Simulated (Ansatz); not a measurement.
Input

```
crystal:
  lattice:
    - [3.1218205101, 0.0, 0.0]
    - [0.0, 3.1218205101, 0.0]
    - [0.0, 0.0, 8.4449834049]
  atoms:
    - { symbol: Al, position: [0.5, 0.5, 0.1590940356] }
    - { symbol: Al, position: [0.0, 0.0, 0.3409059644] }
    - { symbol: Al, position: [0.0, 0.0, 0.6590940356] }
    - { symbol: Al, position: [0.5, 0.5, 0.8409059644] }
    - { symbol: Ru, position: [0.0, 0.0, 0.0] }
    - { symbol: Ru, position: [0.5, 0.5, 0.5] }
basis:
  ecutwfc: 500
kpoints:
  mp_grid: { grid: [12, 12, 4] }
hamiltonian:
  xc: r2scan
scf:
  occupations: { method: gaussian, width: 0.1 }
output:
  forces: true
  stress: true
  eigenvalues: true
  write_density: true
  write_potential: true
  elf: true
  volumetric_format: npy
```

Run with:

```sh
ansatz run input.yaml --threads 1 --pin off --max-ram 2560MiB --backend cpu --events-out ev --progress --plain --runs-dir out
```

Below, planes, directions and counts refer to the conventional cell (a = 3.12 Å, b = 3.12 Å, c = 8.44 Å, α = 90.00°, β = 90.00°, γ = 90.00°).

Space group I4/mmm; a structure from a database of computed crystals, not necessarily the ambient phase; computed without spin polarisation.

These are results of DFT r2SCAN, scalar-relativistic, plane waves, PAW (Ansatz 0.2.0), not measurements.

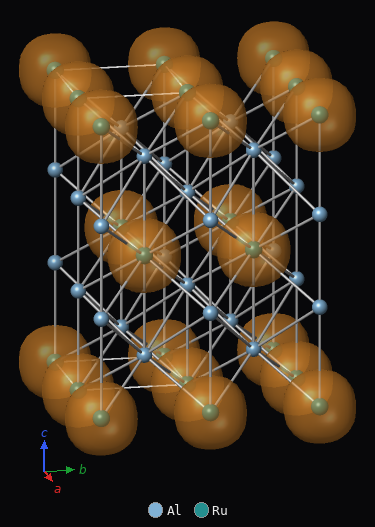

Al$_{2}$Ru. Isosurface of the valence charge density (pseudo) at 0.6 e/Å³ (orange), seen slightly off an axis. Sticks mark near contacts.

The density is the valence pseudo-density of a PAW calculation; it isn't the true density close to the nuclei.

### What does this surface tell about the bonding?

At this value the density breaks into separate islands; it holds about 60 % of the electrons treated as valence (semicore included). It bridges none of the near contacts. It is pinched off along the sampled Al–Ru (2.58 Å), Al–Al (2.69 Å) and Al–Ru (2.88 Å) contacts. On the grid the lowest density along these lines, outside the cores, is 0.27 e/Å³ (Al–Ru, 2.58 Å), 0.23 e/Å³ (Al–Al, 2.69 Å) and 0.27 e/Å³ (Al–Ru, 2.88 Å).

### Does the calculation make it a metal, or give it a gap?

It is metallic or semimetallic at this level of theory: no gap opens.
